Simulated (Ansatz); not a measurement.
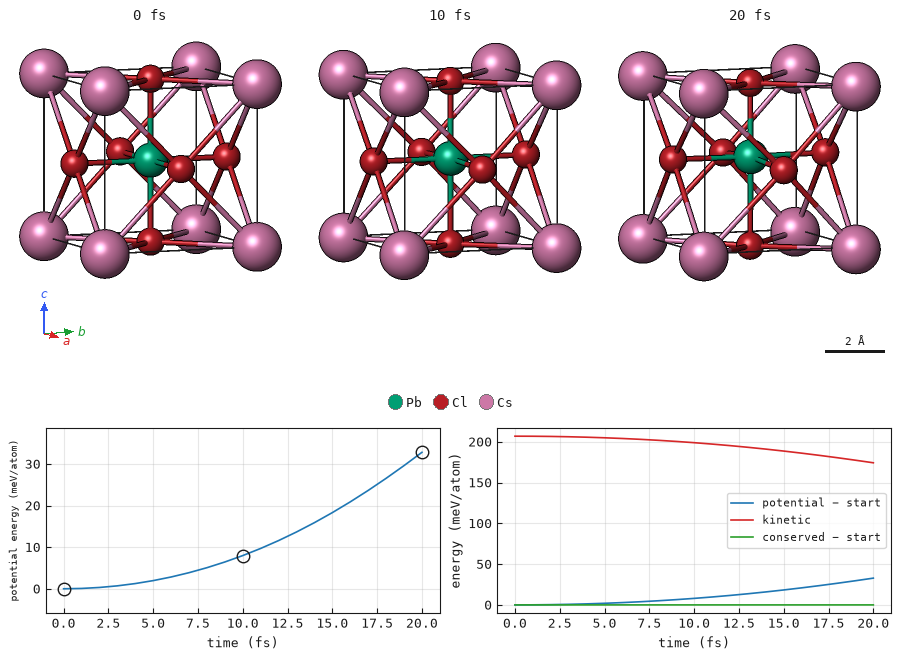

A Born-Oppenheimer molecular dynamics run of a 5-atom cell of CsPbCl3 (set up in Pm-3m), 20 fs long. Frames and the history of the run. The picture is a ball-and-stick view of the simulation cell, seen slightly off an axis. Bonds to atoms that aren't drawn are left out.

Method: Ansatz, DFT, PAW plane waves, PBE. Set-up: plane-wave cutoff 420 eV; k-point mesh 3 × 3 × 3; Fermi-Dirac smearing 0.1 eV; Nosé-Hoover thermostat (NVT); set temperature 2000 K; time step 1 fs.

> What do the frames and curves show?

The mean temperature in the second half is 1816 K (standard deviation 76 K). The potential energy in the second half lies on average 19.1 meV per atom above the first frame. Root-mean-square distances from the starting positions over the second half, with the common drift of all atoms taken out: Cl 0.14 Å, Pb 0.09 Å, Cs 0.08 Å. The run lasts only 20 fs, too short to tell vibration from diffusion.

Cost: 85 s on 2 threads of Arm Neoverse N1 (shared host), peak memory 0.5 GiB.
